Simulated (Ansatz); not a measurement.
# Band-structure calculation of MgI$_{2}$

The run: band-structure calculation of MgI$_{2}$ (Fm-3m, 3 atoms in the cell). Method and program: DFT, PBE, all-electron LAPW, scalar-relativistic, no spin polarisation (Ansatz 0.2.0).

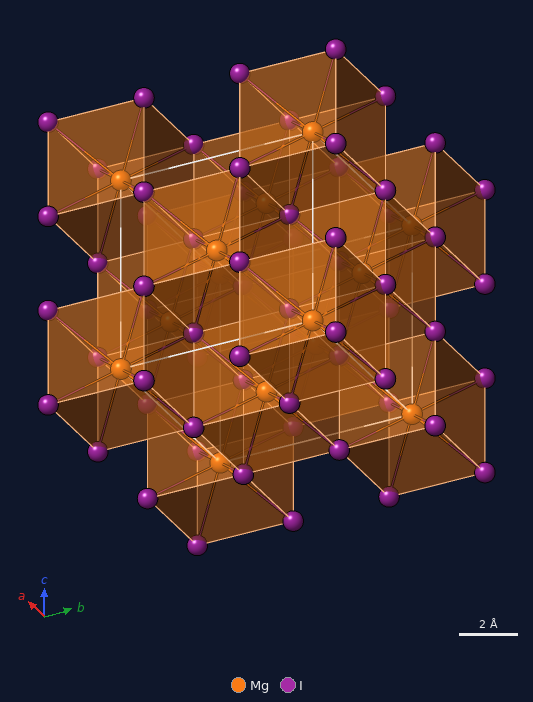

Fig. 1: The input geometry (polyhedral view of the cell 4 times as large as that of the calculation, set on its symmetry axes, seen at an oblique angle; polyhedra are completed across the faces of the cell).

Results in brief

| quantity | value |
| --- | --- |
| outcome | converged |
| space group (tolerance 0.01 Å) | Fm-3m (225) |
| electrons in bands (core shells apart) | 60 |
| free energy | −392737.0301 eV |
| Fermi energy | 7.181 eV |
| pressure | 0.03 GPa |
| electronic character | gap of 0.59 eV |
| largest force (length of the vector) | under 0.001 eV/Å |
| hardware | 1 thread of an Arm (aarch64) CPU, shared host |
| wall time | 18 s |
| peak memory | 0.34 GiB |

Notes

Spin-orbit coupling is left out, which matters for I.

Input
```yaml
crystal:
  lattice:
    - [0.0, 3.7637298411, 3.7637298411]
    - [3.7637298411, 0.0, 3.7637298411]
    - [3.7637298411, 3.7637298411, 0.0]
  atoms:
    - { symbol: Mg, position: [0.0, 0.0, 0.0] }
    - { symbol: I, position: [0.25, 0.25, 0.25] }
    - { symbol: I, position: [0.75, 0.75, 0.75] }
kpoints:
  mp_grid: { grid: [10, 10, 10] }
  band_path:
    path:
      - [0.0, 0.0, 0.0]
      - [0.5, 0.0, 0.5]
      - [0.625, 0.25, 0.625]
      - [0.375, 0.375, 0.75]
      - [0.0, 0.0, 0.0]
      - [0.5, 0.5, 0.5]
      - [0.5, 0.25, 0.75]
      - [0.5, 0.0, 0.5]
    npoints: 8
scf:
  occupations: { method: fermi_dirac, width: 0.03 }
hamiltonian:
  xc: pbe
  pseudopotentials: { kind: all_electron, lapw: { basis_error: 0.001 } }
output:
  forces: true
  stress: true
  eigenvalues: true
  populations: true
  dos: { projected: true, de: 0.2, e_range: [-14, 8] }
```

Log
```
Mg: projections on atomic orbitals take those of the free atom 1s2 2s2 2p6 3s2, of charge +0.00 (hamiltonian.pseudopotentials.projection_atoms)
I: projections on atomic orbitals take those of the free atom 1s2 2s2 2p6 3s2 3p6 3d10 4s2 4p6 4d10 5s2 5p5, of charge +0.00 (hamiltonian.pseudopotentials.projection_atoms)
LAPW: plane waves up to 5.724 Å⁻¹, error target 1.0e-3 eV per atom; small_component_spin mean_spin; Mg in spheres of 1.507 Å, 10 of its electrons in bands, Dirac shells []; I in spheres of 1.752 Å, 25 of its electrons in bands, Dirac shells [] (how accurate: hamiltonian.pseudopotentials.lapw.basis_error, Limitations)
Engine: ansatz 0.2.0, aarch64-unknown-linux-gnu
Pseudopotentials: kind: all_electron
Pseudopotential: Mg, LAPW, valence charge 10, lapw/all_electron/scalar/gaussian/Mg, Koelling and Harmon's equation, gaussian nucleus
Pseudopotential: I, LAPW, valence charge 25, lapw/all_electron/scalar/gaussian/I, Koelling and Harmon's equation, gaussian nucleus
Functional definition: PBE
  parameter kappa = 0.804
  parameter beta = 0.06672455060314922
  exchange = pbe_x(kappa = kappa, mu = beta*pi^2/3)
  correlation = pbe_c(beta = beta)
Crystal: 3 atoms, lattice volume = 106.631 Å³
Basis set: ecut = 124.84458651941368 eV, 331 PW (Γ), exchange–correlation at level 2
Bands: 36, of which v1, the nominal top of the filled ones, is band 30 counted from 1 (29 counted from 0)
Symmetry: 48 space group operations
Space group: Fm-3m (ITA 225), of the structure as read, at distance tolerance 4.7e-5 Å
k-points: 47 of 1000
Non-local potential: Mg, projectors of the file, none
Non-local potential: I, projectors of the file, none
Initial density: superposition of atomic densities (chi_scale 0.1, normalization cell, long waves kept (reshape's long-wave potential 0.00 eV rms))
Initial wavefunctions: plane waves of lowest kinetic energy (no species holds an atomic orbital)
Functional: x = pbe(κ = 0.804, μ = 0.2195149727645171), c = pbe(β = 0.06672455060314922)
iter 1 solved again at ethr=1.64e-3 eV; its pass at ethr=1.00e-1 eV (dr2=9.82e-1 eV) is discarded
SCF iter   1: F=—  HF=-392737.491141 eV  |F-HF|=—  |Δ(HF+E_count)|=         —  Δρ=1.81e-2  dr2=9.82e-1  ethr=1.64e-3  ⟨swp⟩=2.0  Hψ=10516  notcnv=0
preconditioner: auto → Resta (q_TF=auto, 2.479 Å⁻¹)  ε∞=3.0  [insulator: Δε(μ)=1.529 eV  Ē_g=10.240 eV  σ=0.030 eV  W_gap=1.00  n_scr=26 (ndim 8)  ℏωp=14.4 eV  f_vac=0.114  D(μ)=0.00/eV (n_scr^D=0)  ε∞_Penn≈3.0]
SCF iter   2: F=—  HF=-392737.094307 eV  |F-HF|=—  |Δ(HF+E_count)|=   3.97e-1  Δρ=9.46e-3  dr2=2.58e-1  ethr=1.64e-3  ⟨swp⟩=2.5  Hψ=5244  notcnv=0
SCF iter   3: F=—  HF=-392737.029793 eV  |F-HF|=—  |Δ(HF+E_count)|=   6.45e-2  Δρ=3.69e-3  dr2=3.80e-2  ethr=4.30e-4  ⟨swp⟩=2.8  Hψ=5204  notcnv=0
iter 4 solved again at ethr=2.24e-6 eV; its pass at ethr=6.33e-5 eV (dr2=1.34e-3 eV) is discarded
SCF iter   4: F=—  HF=-392737.029947 eV  |F-HF|=—  |Δ(HF+E_count)|=         —  Δρ=8.48e-4  dr2=1.34e-3  ethr=2.24e-6  ⟨swp⟩=2.0  Hψ=8697  notcnv=0
the basis was enlarged: its passes take 24.9 KiB over the memory plan, 1 of 1 planned eigensolver slots
SCF iter   5: F=—  HF=-392737.030046 eV  |F-HF|=—  |Δ(HF+E_count)|=   9.91e-5  Δρ=2.27e-4  dr2=1.34e-4  ethr=2.23e-6  ⟨swp⟩=3.0  Hψ=5123  notcnv=0
SCF iter   6: F=—  HF=-392737.030135 eV  |F-HF|=—  |Δ(HF+E_count)|=   8.90e-5  Δρ=7.20e-5  dr2=1.63e-5  ethr=2.24e-7  ⟨swp⟩=3.0  Hψ=5013  notcnv=0
SCF iter   7: F=—  HF=-392737.030133 eV  |F-HF|=—  |Δ(HF+E_count)|=   1.71e-6  Δρ=2.89e-5  dr2=3.05e-6  ethr=2.71e-8  ⟨swp⟩=3.0  Hψ=5024  notcnv=0
SCF iter   8: F=—  HF=-392737.030138 eV  |F-HF|=—  |Δ(HF+E_count)|=   4.06e-6  Δρ=8.47e-6  dr2=1.76e-7  ethr=5.08e-9  ⟨swp⟩=3.0  Hψ=5131  notcnv=0
SCF iter   9: F=-392737.030138 eV  HF=-392737.030138 eV  |F-HF|=1.22e-8  |Δ(HF+E_count)|=   4.36e-7  Δρ=1.76e-6  dr2=3.39e-9  ethr=2.94e-10  ⟨swp⟩=3.0  Hψ=5238  notcnv=0
SCF 1 converged in 9 iterations: F = -392737.030138 eV  dr2 = 3.39e-9
```

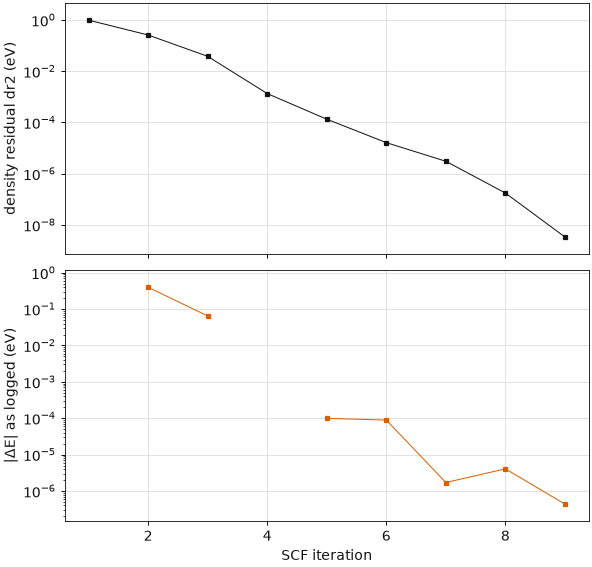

Fig. 2: Convergence of the self-consistent field: density residual dr2 and size of the energy change against the SCF iteration. The residual falls at every step.

```
NSCF: frozen V_eff on 57 k-points
SCF converged after 9 iterations
Free energy (F): -392737.030138 eV
Harris-Foulkes:  -392737.030138 eV  (|F-HF|=1.22e-8)
Internal energy: -392737.030138 eV  (E = F + TS)
E sigma→0 (E₀):  -392737.030138 eV
Entropy (-TS):   -0.000000 eV (-0.000 meV/atom)
Fermi energy:    7.181495 eV
--- Per-component energies (eV) ---
  E_band       = -3131.095658
  E_kinetic    = 415347.901718
  E_xc         = -10328.551768
  E_electrostatic = -797756.380088  (all electrons and nuclei)
  E_smearing   = -0.000000  (= −TS)
  E_closure    = 0.000000  (closes the sum)
  E_atoms      = -392730.646474  (free atoms, spherical and without spin; not in F)
  Σ components = -392737.030138   (vs F -392737.030138, Δ=0.00e0)
  Basis errors (estimates in eV, not in F): energy 3.6e-4 per atom: plane waves 3.3e-4 (1.8e-4 summed), levels above the bands 1.0e-93, relativity 1.3e-8, radial functions 3.7e-5, core shells 1.7e-10; eigenvalues (radial functions only) 7.8e-6; not estimated: angular momenta, meshes, grids; target (lapw.basis_error) 1.0e-3; muffin-tin radii Mg 1.507 Å, I 1.752 Å
--- Forces (eV/Å), atoms counted from 1 ---
  atom   1  Mg    -0.00000000     0.00000000     0.00000000
  atom   2  I     -0.00000000    -0.00000000     0.00000000
  atom   3  I      0.00000000     0.00000000     0.00000000
  max |Σ_I F_I| component: 1.45e-19 eV/Å
--- Stress (GPa, compression-positive) ---
        0.027072      -0.000000       0.000000
       -0.000000       0.027072       0.000000
        0.000000       0.000000       0.027072
  P = ⅓ Tr σ = 0.0271 GPa (0.271 kbar)
--- Band table (eV; the first three rows and the last of 47) ---
  k-point 0: bands = ["-167.7910", "-167.7910", "-114.7837", "-114.7837", "-114.7837", "-114.7837", "-114.7837", "-114.7837", "-70.4136", "-37.5847", "-37.5847", "-37.5828", "-37.5828", "-37.5828", "-37.5812", "-37.5812", "-37.5812", "-37.5794", "-37.5794", "-37.1642", "-37.1642", "-37.1642", "-6.0423", "-4.5079", "3.9337", "3.9337", "3.9337", "5.7645", "5.7645", "5.7645", "7.4504", "10.0002", "10.0002", "10.0002", "12.0825", "12.0825"]
  k-point 1: bands = ["-167.7910", "-167.7910", "-114.7837", "-114.7837", "-114.7837", "-114.7837", "-114.7837", "-114.7837", "-70.4136", "-37.5846", "-37.5846", "-37.5828", "-37.5828", "-37.5828", "-37.5812", "-37.5812", "-37.5812", "-37.5795", "-37.5795", "-37.1642", "-37.1642", "-37.1642", "-6.0067", "-4.5472", "3.9131", "3.9507", "3.9507", "5.4457", "5.6721", "5.6721", "7.8523", "10.0725", "10.1079", "10.1079", "12.2886", "12.2886"]
  k-point 2: bands = ["-167.7910", "-167.7910", "-114.7837", "-114.7837", "-114.7837", "-114.7837", "-114.7837", "-114.7837", "-70.4136", "-37.5842", "-37.5842", "-37.5826", "-37.5826", "-37.5826", "-37.5813", "-37.5813", "-37.5813", "-37.5799", "-37.5799", "-37.1643", "-37.1642", "-37.1642", "-5.9027", "-4.6610", "3.8400", "4.0052", "4.0052", "4.9431", "5.4323", "5.4323", "8.5262", "10.4282", "10.4282", "10.4366", "12.8446", "12.8446"]
  k-point 46: bands = ["-167.7910", "-167.7910", "-114.7837", "-114.7837", "-114.7837", "-114.7837", "-114.7837", "-114.7837", "-70.4136", "-37.5838", "-37.5833", "-37.5825", "-37.5822", "-37.5820", "-37.5819", "-37.5816", "-37.5814", "-37.5808", "-37.5803", "-37.1644", "-37.1643", "-37.1643", "-5.3223", "-5.1685", "2.2313", "2.8744", "4.0172", "4.9379", "6.5012", "6.6988", "8.6634", "11.2210", "11.9778", "12.5507", "14.3821", "14.5911"]
--- Löwdin populations: 3 sites ---
  site symbol       q [e]
     0     Mg     10.6411
     1      I     53.5678
     2      I     53.5678
  spilling = 0.001893 (of n_electrons = 118.000000)
```

File dos.tsv
```
# E-E_F[eV]	g_bin_mean(E)[states/eV]	N(E)
# format = ansatz-dos/2
# fermi_ev = 7.181495
# fermi_mp_grid = 10 10 10
# fermi_mp_shift = 0 0 0
# g_bin_mean(E): the states in a bin one row spacing wide, centred on E, divided by that spacing. States that the method places at a single energy (under output.dos.method: tetrahedron, those of a tetrahedron whose four corners have one energy) are counted whole in the row whose bin holds that energy (on the edge of two bins, in the lower row). The sum of g_bin_mean over a run of rows, times the row spacing, is the number of states from half a spacing under the first of them to half a spacing over the last (a plain sum, not the trapezoid rule).
-14.000000	0.000000e0	4.400000e1
-13.800000	0.000000e0	4.400000e1
-13.600000	0.000000e0	4.400000e1
-13.400000	0.000000e0	4.400000e1
-13.200000	3.232536e-1	4.400181e1
-13.000000	1.356010e0	4.417679e1
-12.800000	2.523539e0	4.454964e1
-12.600000	5.168057e0	4.528628e1
-12.400000	3.939051e0	4.607469e1
-12.200000	4.065636e0	4.710929e1
-12.000000	1.890219e0	4.769905e1
-11.800000	7.336193e-1	4.795344e1
-11.600000	6.154135e-4	4.800000e1
-11.400000	0.000000e0	4.800000e1
-11.200000	0.000000e0	4.800000e1
-11.000000	0.000000e0	4.800000e1
-10.800000	0.000000e0	4.800000e1
-10.600000	0.000000e0	4.800000e1
-10.400000	0.000000e0	4.800000e1
-10.200000	0.000000e0	4.800000e1
-10.000000	0.000000e0	4.800000e1
-9.800000	0.000000e0	4.800000e1
-9.600000	0.000000e0	4.800000e1
-9.400000	0.000000e0	4.800000e1
-9.200000	0.000000e0	4.800000e1
-9.000000	0.000000e0	4.800000e1
-8.800000	0.000000e0	4.800000e1
-8.600000	0.000000e0	4.800000e1
-8.400000	0.000000e0	4.800000e1
-8.200000	0.000000e0	4.800000e1
-8.000000	0.000000e0	4.800000e1
-7.800000	0.000000e0	4.800000e1
-7.600000	0.000000e0	4.800000e1
-7.400000	0.000000e0	4.800000e1
-7.200000	0.000000e0	4.800000e1
-7.000000	0.000000e0	4.800000e1
-6.800000	0.000000e0	4.800000e1
-6.600000	0.000000e0	4.800000e1
-6.400000	0.000000e0	4.800000e1
-6.200000	0.000000e0	4.800000e1
-6.000000	0.000000e0	4.800000e1
-5.800000	0.000000e0	4.800000e1
-5.600000	0.000000e0	4.800000e1
-5.400000	0.000000e0	4.800000e1
-5.200000	5.036998e-4	4.800000e1
-5.000000	8.971051e-1	4.805061e1
-4.800000	1.714861e0	4.835849e1
-4.600000	1.489606e0	4.867873e1
-4.400000	1.343818e0	4.895765e1
-4.200000	2.215647e0	4.927864e1
-4.000000	3.715018e0	4.987414e1
-3.800000	3.762012e0	5.066292e1
-3.600000	3.515398e0	5.138721e1
-3.400000	3.426898e0	5.207623e1
-3.200000	3.633043e0	5.277216e1
-3.000000	3.960090e0	5.357740e1
-2.800000	4.536682e-1	5.399803e1
-2.600000	2.701078e0	5.420820e1
-2.400000	2.859431e0	5.486624e1
-2.200000	2.437662e0	5.538327e1
-2.000000	2.452334e0	5.586915e1
-1.800000	2.520525e0	5.636524e1
-1.600000	2.705980e0	5.688303e1
-1.400000	3.277714e0	5.747658e1
-1.200000	3.382560e0	5.815540e1
-1.000000	3.195631e0	5.881230e1
-0.800000	2.475519e0	5.944184e1
-0.600000	1.464818e0	5.978103e1
-0.400000	3.990811e-1	5.999075e1
-0.200000	0.000000e0	6.000000e1
0.000000	0.000000e0	6.000000e1
0.200000	1.767684e-5	6.000000e1
0.400000	7.244593e-3	6.000027e1
0.600000	4.042919e-2	6.000427e1
0.800000	2.042395e-1	6.001826e1
1.000000	8.012442e-1	6.011654e1
1.200000	1.344916e0	6.034153e1
1.400000	1.609699e0	6.062778e1
1.600000	2.195888e0	6.100711e1
1.800000	2.220902e0	6.147272e1
2.000000	1.141461e0	6.182626e1
2.200000	4.318498e-1	6.197469e1
2.400000	2.109713e-3	6.200000e1
2.600000	0.000000e0	6.200000e1
2.800000	3.697592e-1	6.201865e1
3.000000	7.345034e-1	6.214456e1
3.200000	9.195432e-1	6.230739e1
3.400000	1.088217e0	6.250990e1
3.600000	1.331779e0	6.274971e1
3.800000	1.553817e0	6.303763e1
4.000000	2.380014e0	6.340339e1
4.200000	3.229752e0	6.400431e1
4.400000	2.653899e0	6.460840e1
4.600000	1.929880e0	6.504266e1
4.800000	3.821156e0	6.555333e1
5.000000	2.762388e0	6.635037e1
5.200000	2.181226e0	6.672453e1
5.400000	4.286314e0	6.738193e1
5.600000	3.066680e0	6.818757e1
5.800000	2.962924e0	6.875736e1
6.000000	2.212595e0	6.929277e1
6.200000	1.553436e0	6.966887e1
6.400000	1.434425e0	6.993817e1
6.600000	2.537663e0	7.031018e1
6.800000	2.099473e0	7.085215e1
7.000000	1.306810e0	7.116021e1
7.200000	1.153203e0	7.139797e1
7.400000	1.287823e0	7.165543e1
7.600000	7.077693e-1	7.185121e1
7.800000	3.473868e-1	7.195556e1
8.000000	8.611499e-2	7.199567e1
```

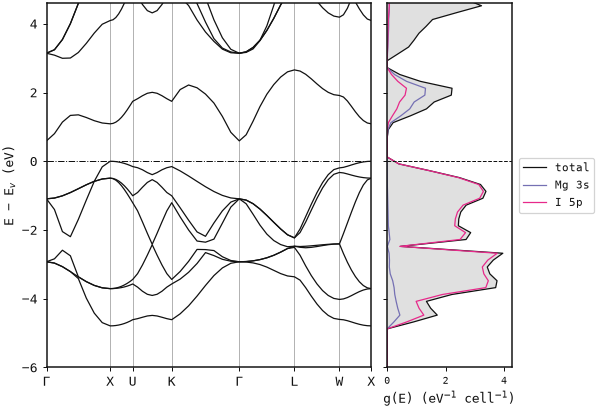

Fig. 3: Band structure along Γ–X–U–K–Γ–L–W–X and density of states (projected on atomic shells), with energies from the valence-band top. There is a gap of 0.59 eV on this path, indirect, from X to Γ.
